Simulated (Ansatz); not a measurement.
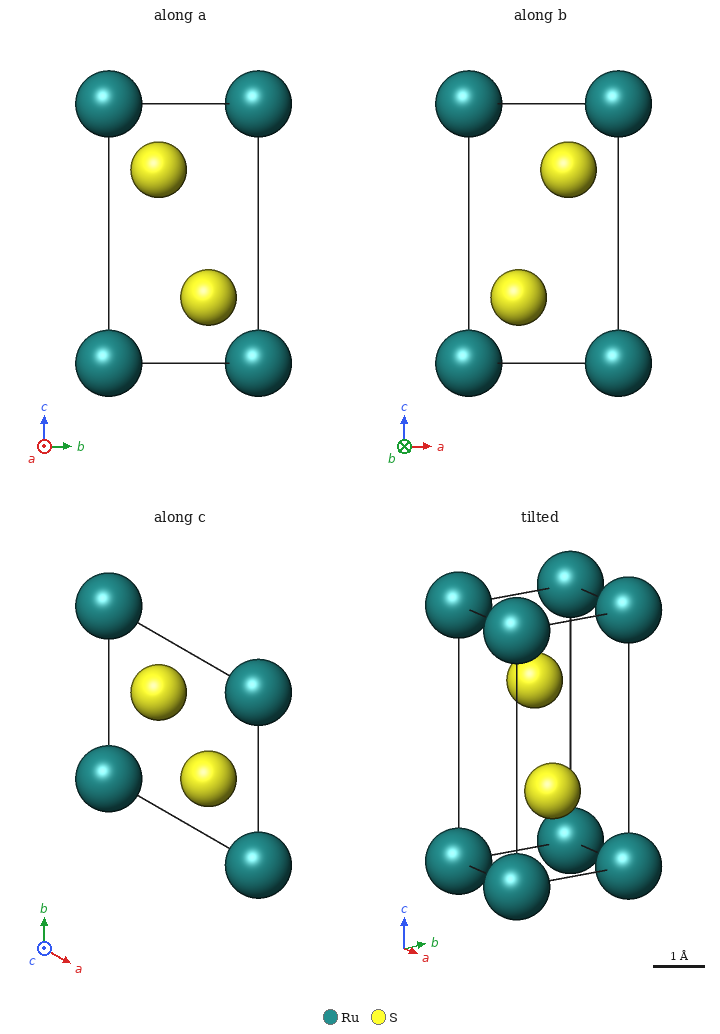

Spheres-only representation of a periodic structure, projected along the a axis, along the b axis, along the c axis and slightly off an axis. Lines trace the edges of the conventional unit cell.

Lattice parameters: a = 3.4363 Å, b = 3.4363 Å, c = 5.1593 Å, α = 90.000°, β = 90.000°, γ = 120.000°.

Turn the picture into a CIF with its space group and independent sites, with free fractional coordinates to two decimals.

```cif
data_structure
_symmetry_space_group_name_H-M 'P -3 m 1'
_symmetry_Int_Tables_number 164
_cell_length_a 3.4363
_cell_length_b 3.4363
_cell_length_c 5.1593
_cell_angle_alpha 90.000
_cell_angle_beta 90.000
_cell_angle_gamma 120.000
_cell_volume 52.76
loop_
_atom_site_label
_atom_site_type_symbol
_atom_site_symmetry_multiplicity
_atom_site_Wyckoff_symbol
_atom_site_fract_x
_atom_site_fract_y
_atom_site_fract_z
_atom_site_occupancy
Ru1 Ru 1 a 0.00 0.00 0.00 1
S1 S 2 d 0.3333 0.6667 0.25 1
```

The structure comes from a structure type filled with these elements by a generator (whether the compound takes this form wasn't checked). Earlier steps of the study, as a rule a relaxation of our own, may have changed the cell and positions, so they can lie some per cent off the listed ones. It was run through Ansatz as a DFT input.

At this level of theory the run's own cell isn't at rest (stretched, at -9 GPa), so its distances can differ from those at equilibrium, the more so the softer the solid.
